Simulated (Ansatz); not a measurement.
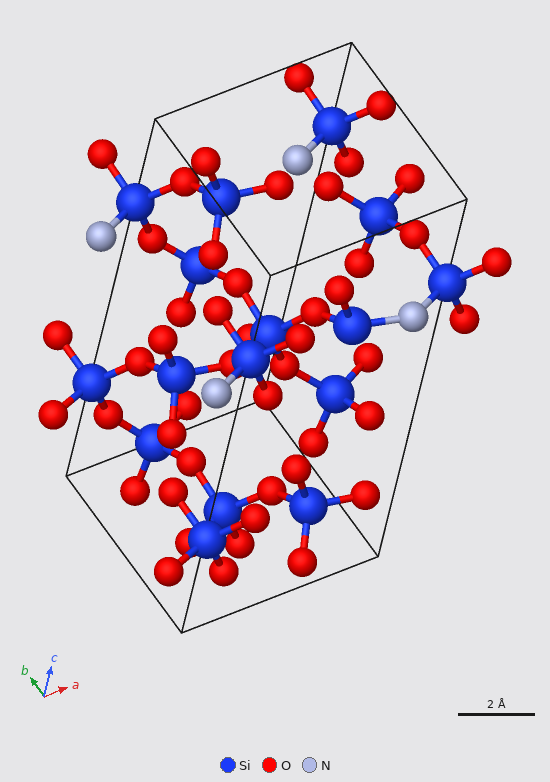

The input geometry (ball-and-stick view of the cell of the calculation, seen at an oblique angle; bonded neighbours outside the cell are drawn too). An atom can appear more than once, as a periodic image.

**Nudged elastic band of Si12NO22 (part 1 of 3)**

Si12NO22 (defect cell, 35 atoms in the cell), computed with DFT PBEsol, scalar-relativistic, plane waves, PAW, PAW set soft_1, spin-polarised (Ansatz 0.2.0).

The structure derives from an entry of the Crystallography Open Database. The run did not end well. One setting was made poor on purpose. It belongs to a series of runs on one base structure; here: band between the two ends.

The input
```yaml
crystal:
  lattice:
    - [-2.45818, 4.257693, 5.4084]
    - [4.91636, 0.0, 5.4084]
    - [4.91636, 8.515385, 0.0]
  atoms:
    - { symbol: Si, position: [0.1057653, 0.5668108, 0.9469723] }
    - { symbol: Si, position: [0.3964037, 0.9389563, 0.0355804] }
    - { symbol: Si, position: [0.0100336, -0.0039578, 0.2610255] }
    - { symbol: O, position: [0.3263772, 0.4663468, 0.9782747] }
    - { symbol: O, position: [0.9274591, 0.5190791, 0.1067132] }
    - { symbol: O, position: [0.9266401, 0.1969825, 0.3233034] }
    - { symbol: O, position: [0.1769238, 0.0291315, 0.1215324] }
    - { symbol: O, position: [0.5669135, 0.9839615, 0.0840241] }
    - { symbol: O, position: [0.5766249, 0.3086411, 0.1390524] }
    - { symbol: Si, position: [0.1007446, 0.5653311, 0.4521849] }
    - { symbol: Si, position: [0.3974978, 0.9311781, 0.5350468] }
    - { symbol: Si, position: [0.0054018, -0.0004849, 0.7654384] }
    - { symbol: O, position: [0.3241245, 0.4697223, 0.4765869] }
    - { symbol: O, position: [0.9338096, 0.5178233, 0.6075378] }
    - { symbol: O, position: [0.9193782, 0.1911208, 0.8349305] }
    - { symbol: O, position: [0.1859765, 0.0372172, 0.6082205] }
    - { symbol: O, position: [0.5674229, 0.3049104, 0.6433908] }
    - { symbol: Si, position: [0.5951745, 0.0668809, 0.1987227] }
    - { symbol: Si, position: [0.9047238, 0.4292993, 0.2869066] }
    - { symbol: Si, position: [0.5053321, 0.4935684, 0.5114936] }
    - { symbol: O, position: [0.815641, 0.970078, 0.2243927] }
    - { symbol: O, position: [0.4294059, 0.0138395, 0.3605475] }
    - { symbol: O, position: [0.428077, 0.691817, 0.5846741] }
    - { symbol: O, position: [0.6680373, 0.5315842, 0.372569] }
    - { symbol: O, position: [0.0788033, 0.4754437, 0.3314577] }
    - { symbol: O, position: [0.0791754, 0.7995748, 0.3917045] }
    - { symbol: Si, position: [0.5965543, 0.0748327, 0.699237] }
    - { symbol: Si, position: [0.9013582, 0.4314395, 0.7844994] }
    - { symbol: Si, position: [0.5009519, 0.5050651, 0.012583] }
    - { symbol: "N", position: [0.8244595, 0.9583006, 0.7268236], spin: 0.5 }
    - { symbol: O, position: [0.4297405, 0.0241906, 0.8563469] }
    - { symbol: O, position: [0.4215495, 0.697948, 0.0824558] }
    - { symbol: O, position: [0.6736245, 0.542325, 0.8678049] }
    - { symbol: O, position: [0.0689367, 0.4830867, 0.8312144] }
    - { symbol: O, position: [0.0824688, 0.8014829, 0.8932029] }
magnetization:
  spin_polarized: true
basis:
  ecutwfc: 420.0
kpoints:
  mp_grid: { grid: [2, 2, 1] }
hamiltonian:
  xc: pbesol
  pseudopotentials: { kind: paw, azcp: { folder: soft_1 } }
scf:
  occupations: { method: gaussian, width: 0.02 }
  lower_state_search: "off"
  max_iter: 58
neb:
  images: 3
  f_tol: 0.05
  max_iterations: 50
  order_check: false
  final_atoms:
    - { symbol: Si, position: [0.0984683486, 0.5681983181, 0.9507658561] }
    - { symbol: Si, position: [0.4015316591, 0.9318016742, 0.0340991554] }
    - { symbol: Si, position: [4.8e-09, -4.8e-09, 0.2651350072] }
    - { symbol: O, position: [0.3198100111, 0.4657699889, 0.9738850167] }
    - { symbol: O, position: [0.9328933163, 0.5193533504, 0.1065333078] }
    - { symbol: O, position: [0.9256666538, 0.1932466795, 0.3303966474] }
    - { symbol: O, position: [0.1801899985, 0.0342300015, 0.1166749977] }
    - { symbol: O, position: [0.5671066566, 0.9806466767, 0.0826566516] }
    - { symbol: O, position: [0.5743333242, 0.3067533425, 0.1398533196] }
    - { symbol: Si, position: [0.0984683395, 0.5681983272, 0.4507658426] }
    - { symbol: Si, position: [0.4015316682, 0.9318016651, 0.5340991689] }
    - { symbol: Si, position: [1.38e-08, -1.38e-08, 0.7651350208] }
    - { symbol: O, position: [0.3198100021, 0.4657699979, 0.4738850031] }
    - { symbol: O, position: [0.9328933254, 0.5193533413, 0.6065333214] }
    - { symbol: O, position: [0.9256666629, 0.1932466704, 0.830396661] }
    - { symbol: O, position: [0.1801900075, 0.0342299925, 0.6166750113] }
    - { symbol: O, position: [0.5743333333, 0.3067533334, 0.6398533332] }
    - { symbol: Si, position: [0.5984683248, 0.0681983419, 0.2007658205] }
    - { symbol: Si, position: [0.9015316535, 0.4318016798, 0.2840991469] }
    - { symbol: Si, position: [0.4999999992, 0.5000000008, 0.5151349988] }
    - { symbol: O, position: [0.8198099874, 0.9657700126, 0.2238849811] }
    - { symbol: O, position: [0.432893331, 0.0193533357, 0.3565333298] }
    - { symbol: O, position: [0.4256666685, 0.6932466648, 0.5803966695] }
    - { symbol: O, position: [0.6801899928, 0.5342300072, 0.3666749892] }
    - { symbol: O, position: [0.0671066713, 0.480646662, 0.3326566737] }
    - { symbol: O, position: [0.0743333389, 0.8067533278, 0.3898533416] }
    - { symbol: Si, position: [0.5984683339, 0.0681983328, 0.7007658341] }
    - { symbol: Si, position: [0.9015316625, 0.4318016708, 0.7840991605] }
    - { symbol: Si, position: [0.4999999901, 0.5000000099, 0.0151349852] }
    - { symbol: "N", position: [0.5671066657, 0.9806466676, 0.5826566652] }
    - { symbol: O, position: [0.4328933401, 0.0193533266, 0.8565333434] }
    - { symbol: O, position: [0.4256666595, 0.6932466738, 0.0803966559] }
    - { symbol: O, position: [0.6801900019, 0.5342299981, 0.8666750028] }
    - { symbol: O, position: [0.0671066804, 0.4806466529, 0.8326566872] }
    - { symbol: O, position: [0.0743333479, 0.8067533188, 0.8898533552] }
```

Machine: 4 threads of Arm Neoverse V1, 24 GiB of memory available, shared host.

Run as:
```bash
ansatz run input.yaml --threads 4 --pin off --max-ram 10240MiB --backend cpu --events-out ev --progress --plain --runs-dir out
```

Output
```
Warning: neb: disabling space-group detection — the band's intermediate images generally break the endpoint symmetry, so no spatial operation reduces the k-mesh or symmetrises the density, except that a semilocal band can use its path's symmetry ahead of convergence; time reversal is kept, so that k and −k are solved as one point where they differ and the mesh holds both, and exact exchange and, on two spinor components, a DFT+U term hold to it where the run has them: on two components no moment then forms, and a state that bears one, which a typed moment (crystal.atoms[].spin; refused beside efield: under a hybrid functional) reaches, can lie lower, under hf by electronvolts; crystal.symmetry.detect: false (a key that needs symmetry detection or time reversal refuses this as the deck is read) with time_reversal: false beside it drops time reversal too
Warning: [file] the record states the generating functional pbe (its physics header spells it `PBE`), which answers neither for hamiltonian.xc's functional nor for the pbesol family's — results may be inconsistent (PPs are generated against a specific XC)
Warning: [file] the record states the generating functional pbe (its physics header spells it `PBE`), which answers neither for hamiltonian.xc's functional nor for the pbesol family's — results may be inconsistent (PPs are generated against a specific XC)
Warning: [file] the record states the generating functional pbe (its physics header spells it `PBE`), which answers neither for hamiltonian.xc's functional nor for the pbesol family's — results may be inconsistent (PPs are generated against a specific XC)
Engine: ansatz 0.2.0, aarch64-unknown-linux-gnu
Pseudopotentials: kind: paw
Pseudopotential: Si, paw, valence charge 4, recommended cutoff 420 eV (normal), [file]
Pseudopotential: O, paw, valence charge 6, recommended cutoff 420 eV (normal), [file]
Pseudopotential: N, paw, valence charge 5, recommended cutoff 420 eV (normal), [file]
Functional definition: PBEsol
  exchange = pbesol_x
  correlation = pbesol_c
parallel-image band execution: 3 concurrent image workers
NEB image 0
Crystal: 35 atoms, lattice volume = 452.842 Å³
Basis set: ecut = 420 eV, 8863 PW (Γ), exchange–correlation on 100×100×144 points (8 copies of the dense FFT grid, shifted against one another)
Bands: 128, of which v1, the nominal top of the filled ones, is band 93 counted from 1 (92 counted from 0)
Symmetry: 1 space group operations
k-points: 4
Non-local potential: Si, projectors of the file, l = 0: 2, l = 1: 2, l = 2: 1
Non-local potential: O, projectors of the file, l = 0: 2, l = 1: 2, l = 2: 1
Non-local potential: N, projectors of the file, l = 0: 2, l = 1: 2, l = 2: 1
PAW form: soft (Blöchl's): semilocal exchange-correlation on the pseudo side does not see the compensation charge
PAW frozen core: Si, regenerated for the run's functional, and the local potential with it (the file was generated under x = pbe(κ = 0.804, μ = 0.2195149727645171), c = pbe(β = 0.06672455060314922))
PAW frozen core: O, regenerated for the run's functional, and the local potential with it (the file was generated under x = pbe(κ = 0.804, μ = 0.2195149727645171), c = pbe(β = 0.06672455060314922))
PAW frozen core: N, regenerated for the run's functional, and the local potential with it (the file was generated under x = pbe(κ = 0.804, μ = 0.2195149727645171), c = pbe(β = 0.06672455060314922))
PAW one-centre angular grid: Si, 110 points (default); XC on 64 Gauss nodes
PAW one-centre angular grid: O, 110 points (default); XC on 64 Gauss nodes
PAW one-centre angular grid: N, 110 points (default); XC on 64 Gauss nodes
Initial density: superposition of atomic densities (chi_scale 0.1, normalization cell, long waves kept (reshape's long-wave potential 0.38 eV rms))
Starting moments: Σ|m| = 0.5 μB on 1 of 35 sites
Initial wavefunctions: pseudopotential atomic-orbital guess
Functional: x = pbesol(κ = 0.804, μ = 0.12345679012345678), c = pbesol(β = 0.046)
SCF iter   1: F=—  HF=-20228.859091 eV  |F-HF|=—  |Δ(HF+E_count)|=         —  Δρ=6.51e-2 (↑6.15e-2 ↓6.51e-2)  dr2=7.30e1  dr2_m=1.14e-1  M=0.332 μB ∫|m|=0.393 μB  β_m=0.30  ethr=3.10e-3  ⟨swp⟩=6.6  Hψ=4981  notcnv=0  defer=82
preconditioner: auto → Kerker (q_TF=auto, 2.350 Å⁻¹)  [metal: Δε(μ)=0.018 eV  Ē_g=17.497 eV  σ=0.020 eV  W_gap=0.47  n_scr=102 (ndim 8)  ℏωp=23.7 eV  f_vac=0.004  D(μ)=16.71/eV (n_scr^D=126)]
spin=Collinear: Kerker preconditioning applied to the charge; magnetization (m = ρ↑ − ρ↓) channel mixes plain (no charge-response kernel on spin).
SCF iter   2: F=—  HF=-20214.855295 eV  |F-HF|=—  |Δ(HF+E_count)|=    1.40e1  Δρ=3.60e-2 (↑3.42e-2 ↓3.60e-2)  dr2=2.56e1  dr2_m=1.28e-1  M=0.973 μB ∫|m|=1.000 μB  β_m=0.30  ethr=3.10e-3  ⟨swp⟩=3.0  Hψ=1967  notcnv=0  defer=240
preconditioner: auto → Resta (q_TF=auto, 2.350 Å⁻¹)  ε∞=3.0  [insulator: Δε(μ)=0.046 eV  Ē_g=16.908 eV  σ=0.020 eV  W_gap=0.89  n_scr=102 (ndim 8)  ℏωp=23.7 eV  f_vac=0.003  D(μ)=3.84/eV (n_scr^D=14)  ε∞_Penn≈3.0]
spin=Collinear: Resta preconditioning applied to the charge; magnetization (m = ρ↑ − ρ↓) channel mixes plain (no charge-response kernel on spin).
SCF iter   3: F=—  HF=-20208.733790 eV  |F-HF|=—  |Δ(HF+E_count)|=    6.12e0  Δρ=1.73e-2 (↑1.68e-2 ↓1.73e-2)  dr2=2.92e0  dr2_m=3.09e-2  M=0.943 μB ∫|m|=0.976 μB  β_m=1.00  ethr=3.10e-3  ⟨swp⟩=3.6  Hψ=1914  notcnv=0  defer=242
SCF iter   4: F=—  HF=-20208.330560 eV  |F-HF|=—  |Δ(HF+E_count)|=   4.03e-1  Δρ=7.67e-3 (↑6.98e-3 ↓7.67e-3)  dr2=1.08e0  dr2_m=1.07e-2  M=1.000 μB ∫|m|=1.035 μB  β_m=0.30  ethr=1.58e-3  ⟨swp⟩=2.5  Hψ=1799  notcnv=0  defer=240
SCF iter   5: F=—  HF=-20208.227026 eV  |F-HF|=—  |Δ(HF+E_count)|=   1.04e-1  Δρ=2.42e-3 (↑2.42e-3 ↓1.96e-3)  dr2=7.73e-2  dr2_m=4.03e-3  M=1.000 μB ∫|m|=1.030 μB  β_m=1.00  ethr=5.86e-4  ⟨swp⟩=3.1  Hψ=1428  notcnv=0  defer=240
SCF iter   6: F=—  HF=-20208.252115 eV  |F-HF|=—  |Δ(HF+E_count)|=   2.51e-2  Δρ=1.43e-3 (↑1.42e-3 ↓1.43e-3)  dr2=3.20e-2  dr2_m=8.86e-4  M=1.000 μB ∫|m|=1.037 μB  β_m=1.00  ethr=4.18e-5  ⟨swp⟩=3.8  Hψ=1284  notcnv=0  defer=238
SCF iter   7: F=—  HF=-20208.274745 eV  |F-HF|=—  |Δ(HF+E_count)|=   2.26e-2  Δρ=6.18e-4 (↑5.09e-4 ↓6.18e-4)  dr2=4.13e-3  dr2_m=2.12e-4  M=1.000 μB ∫|m|=1.042 μB  β_m=0.30  ethr=1.73e-5  ⟨swp⟩=3.0  Hψ=1437  notcnv=0  defer=238
Mixer restart at iter 7: flushing history
spin-set hold released at iteration 7 (site moments contracting): the magnetisation degrees of freedom join the quasi-Newton model from the next iteration; the mixer history was flushed
SCF iter   8: F=—  HF=-20208.276770 eV  |F-HF|=—  |Δ(HF+E_count)|=   2.02e-3  Δρ=4.18e-4 (↑3.54e-4 ↓4.18e-4)  dr2=1.85e-3  dr2_m=9.67e-5  M=1.000 μB ∫|m|=1.043 μB  β_m=0.57  ethr=2.23e-6  ⟨swp⟩=2.0  Hψ=1078  notcnv=0  defer=238
SCF iter   9: F=—  HF=-20208.280010 eV  |F-HF|=—  |Δ(HF+E_count)|=   3.24e-3  Δρ=3.22e-4 (↑1.71e-4 ↓3.22e-4)  dr2=1.52e-3  dr2_m=6.20e-5  M=1.000 μB ∫|m|=1.045 μB  β_m=0.50  ethr=9.99e-7  ⟨swp⟩=2.0  Hψ=1395  notcnv=0  defer=238
SCF iter  10: F=—  HF=-20208.280421 eV  |F-HF|=—  |Δ(HF+E_count)|=   4.11e-4  Δρ=7.75e-5 (↑5.75e-5 ↓7.75e-5)  dr2=8.86e-5  dr2_m=5.88e-6  M=1.000 μB ∫|m|=1.045 μB  β_m=0.58  ethr=8.20e-7  ⟨swp⟩=2.0  Hψ=1351  notcnv=0  defer=238
SCF iter  11: F=—  HF=-20208.280144 eV  |F-HF|=—  |Δ(HF+E_count)|=   2.76e-4  Δρ=2.81e-5 (↑2.66e-5 ↓2.81e-5)  dr2=1.27e-5  dr2_m=8.28e-7  M=1.000 μB ∫|m|=1.046 μB  β_m=0.68  ethr=4.79e-8  ⟨swp⟩=2.0  Hψ=1556  notcnv=0  defer=238
SCF iter  12: F=—  HF=-20208.280167 eV  |F-HF|=—  |Δ(HF+E_count)|=   2.30e-5  Δρ=1.18e-5 (↑7.81e-6 ↓1.18e-5)  dr2=9.22e-7  dr2_m=1.53e-7  M=1.000 μB ∫|m|=1.046 μB  β_m=0.77  ethr=6.87e-9  ⟨swp⟩=2.0  Hψ=1499  notcnv=0  defer=238
SCF iter  13: F=—  HF=-20208.280168 eV  |F-HF|=—  |Δ(HF+E_count)|=   9.92e-7  Δρ=5.60e-6 (↑2.51e-6 ↓5.60e-6)  dr2=2.90e-7  dr2_m=3.21e-8  M=1.000 μB ∫|m|=1.046 μB  β_m=0.77  ethr=4.98e-10  ⟨swp⟩=2.0  Hψ=1388  notcnv=0  defer=238
iter 14 did not close the SCF: its close was put off for a magnetic moment that had not settled (scf_convergence_deferred on its scf_iter line)
SCF iter  14: F=-20208.280168 eV  HF=-20208.280168 eV  |F-HF|=2.56e-8  |Δ(HF+E_count)|=   4.06e-8  Δρ=2.31e-6 (↑1.22e-6 ↓2.31e-6)  dr2=5.45e-8  dr2_m=5.41e-9  M=1.000 μB ∫|m|=1.046 μB  β_m=0.79  ethr=5.41e-11  ⟨swp⟩=4.1  Hψ=3089  notcnv=0
SCF iter  15: F=-20208.280168 eV  HF=-20208.280168 eV  |F-HF|=3.78e-10  |Δ(HF+E_count)|=   6.38e-9  Δρ=5.64e-7 (↑4.00e-7 ↓5.64e-7)  dr2=2.89e-9  dr2_m=2.78e-10  M=1.000 μB ∫|m|=1.046 μB  ethr=2.95e-11  ⟨swp⟩=2.0  Hψ=3115  notcnv=0
SCF 1 converged in 15 iterations: F = -20208.280168 eV  dr2 = 2.89e-9
  greatest PAW one-centre occupation: 0.868 electrons in one spin orbital (limit 2), on the O atom at site 6 (counted from 0), in its partial waves of l = 0
NSCF: frozen V_eff on 4 k-points
NEB image 4
[...]
preconditioner: auto → Resta (q_TF=auto, 2.350 Å⁻¹)  ε∞=2.8  [insulator: Δε(μ)=0.130 eV  Ē_g=17.551 eV  σ=0.020 eV  W_gap=1.00  n_scr=102 (ndim 8)  ℏωp=23.7 eV  f_vac=0.004  D(μ)=0.00/eV (n_scr^D=0)  ε∞_Penn≈2.8]
spin=Collinear: Resta preconditioning applied to the charge; magnetization (m = ρ↑ − ρ↓) channel mixes plain (no charge-response kernel on spin).
Mixer restart at iter 10: flushing history
spin-set hold released at iteration 10 (site moments contracting): the magnetisation degrees of freedom join the quasi-Newton model from the next iteration; the mixer history was flushed
  greatest PAW one-centre occupation: 0.864 electrons in one spin orbital (limit 2), on the O atom at site 30 (counted from 0), in its partial waves of l = 0
NSCF: frozen V_eff on 4 k-points
WARN: NEB end point (image 0): max|allowed force component| = 5.081e0 eV/Å (the criterion of neb.relax_end_points is 1.000e-2). That is over neb.f_tol: it is no minimum, so the barrier can be far off. Relax it first
WARN: NEB end point (image 4): max|allowed force component| = 1.510e0 eV/Å (the criterion of neb.relax_end_points is 1.000e-2). That is over neb.f_tol: it is no minimum, so the barrier can be far off. Relax it first
NEB image 1
preconditioner: auto → Resta (q_TF=auto, 2.350 Å⁻¹)  ε∞=2.8  [insulator: Δε(μ)=0.088 eV  Ē_g=17.518 eV  σ=0.020 eV  W_gap=1.00  n_scr=102 (ndim 8)  ℏωp=23.7 eV  f_vac=0.003  D(μ)=0.12/eV (n_scr^D=0)  ε∞_Penn≈2.8]
spin=Collinear: Resta preconditioning applied to the charge; magnetization (m = ρ↑ − ρ↓) channel mixes plain (no charge-response kernel on spin).
Mixer restart at iter 10: flushing history
spin-set hold released at iteration 10 (site moments contracting): the magnetisation degrees of freedom join the quasi-Newton model from the next iteration; the mixer history was flushed
  greatest PAW one-centre occupation: 0.867 electrons in one spin orbital (limit 2), on the O atom at site 15 (counted from 0), in its partial waves of l = 0
NEB image 2
preconditioner: auto → Resta (q_TF=auto, 2.350 Å⁻¹)  ε∞=2.8  [insulator: Δε(μ)=0.533 eV  Ē_g=17.445 eV  σ=0.020 eV  W_gap=1.00  n_scr=102 (ndim 8)  ℏωp=23.6 eV  f_vac=0.003  D(μ)=0.00/eV (n_scr^D=0)  ε∞_Penn≈2.8]
spin=Collinear: Resta preconditioning applied to the charge; magnetization (m = ρ↑ − ρ↓) channel mixes plain (no charge-response kernel on spin).
Mixer restart at iter 16: flushing history
spin-set hold released at iteration 16 (site moments' squared step at or under half its running peak, from the soft ceiling on): the magnetisation degrees of freedom join the quasi-Newton model from the next iteration; the mixer history was flushed
  greatest PAW one-centre occupation: 0.897 electrons in one spin orbital (limit 2), on the N atom at site 29 (counted from 0), in its partial waves of l = 0
```
